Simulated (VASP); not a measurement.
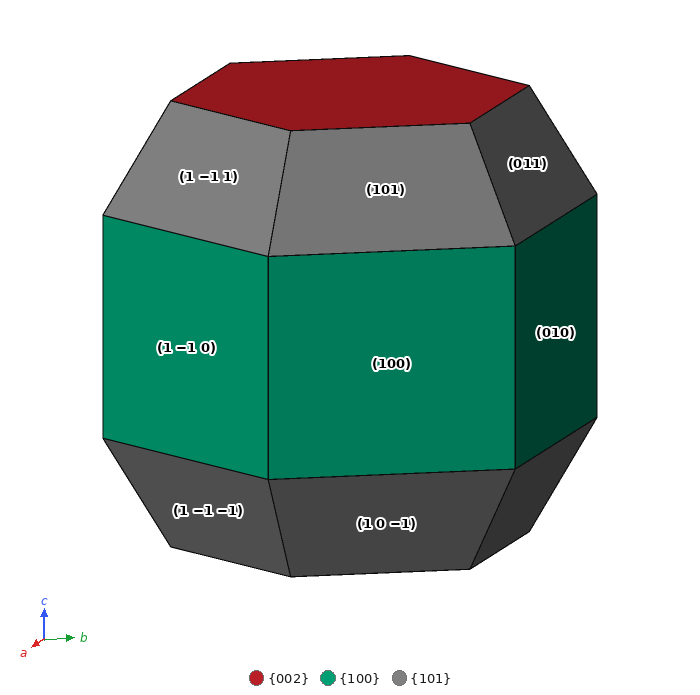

Ca, space group P6_3/mmc (No. 194), a = 3.917 Å, b = 3.917 Å, c = 6.474 Å, α = 90.00°, β = 90.00°, γ = 120.00°. BFDH (Bravais–Friedel–Donnay–Harker) growth shape, computed from the cell and space group alone: each face lies at a distance from the centre proportional to 1/d(hkl), with d taken for the first order that the space group does not extinguish. It ignores bonding, solvent and kinetics. Origin: the geometry relaxed with VASP, VASP Kohn-Sham DFT of a periodic cell, r2SCAN with D4, VASP PAW PBE potentials, recommended. Forms under 0.4 % of the area are left out.

Why is the form written {002} rather than {001}?

The reflection 001 is extinguished by the screw axis (and also by a glide plane) of P6_3/mmc: equivalent layers repeat every d/2 = 3.237 Å, and the rule uses that shorter spacing.

Describe the habit.

It is roughly equant (blocky). Widths along a, b and c stand as 1.00 : 1.00 : 0.91.

How many faces does the whole crystal have, by form?

20 faces: 6 of {100}, 12 of {101} and 2 of {002}.
